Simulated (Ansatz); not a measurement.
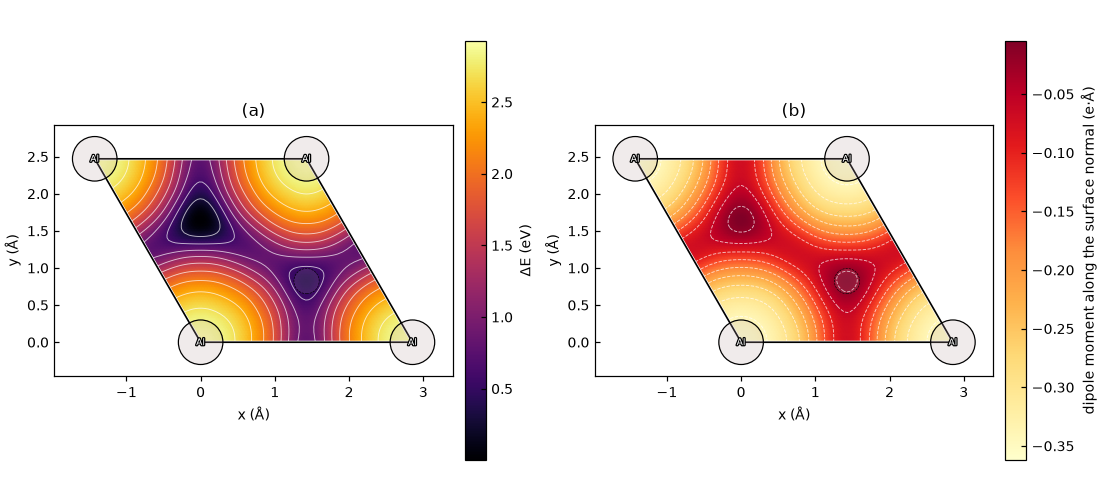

O on an Al(001) slab cut from the P6_3/mmc phase, its upper half relaxed before the scan (36 atoms of substrate and one adsorbate in a 2 × 2 cell). 
- O is moved over the surface cell; relaxed at each place: the height of the adsorbate's atoms; substrate rigid; the origin of the map has the adsorbate above Al33.
- Places are given modulo a cell vector. The map is drawn in real space over the plane of the surface.
- The scan uses a 6 × 6 grid; 10 points were computed and 26 follow by symmetry.
- Places are given in fractions of the 1 × 1 surface cell.
- Energies are in eV, from the lowest grid point.
- All numbers below come from Ansatz, DFT PBE, scalar-relativistic, plane waves, PAW. Settings: cutoff 420 eV, k-mesh 6×6×1, gaussian smearing 0.1 eV, no spin polarisation.

Panel (a) is the energy and panel (b) the computed dipole moment along the surface normal on the same grid.

Drawn: a smooth colour map with a few white contour lines, labelled circles for the atoms of the top layer and small ones for the second layer, the outline of one cell of the plane. Between grid points the surface is interpolated.

**How does the dipole moment along the surface normal vary over the map, and what is it at the lowest grid point?**

It runs from −0.36 e·Å at the top site over a surface Al atom, (0/6, 0/6) of the cell vectors to 0.00 e·Å at a threefold hollow over a third-layer Al atom, (2/6, 4/6) of the cell vectors. At the lowest grid point, a threefold hollow over a third-layer Al atom, (2/6, 4/6) of the cell vectors, it is 0.00 e·Å.

PAW datasets: the set soft_1.
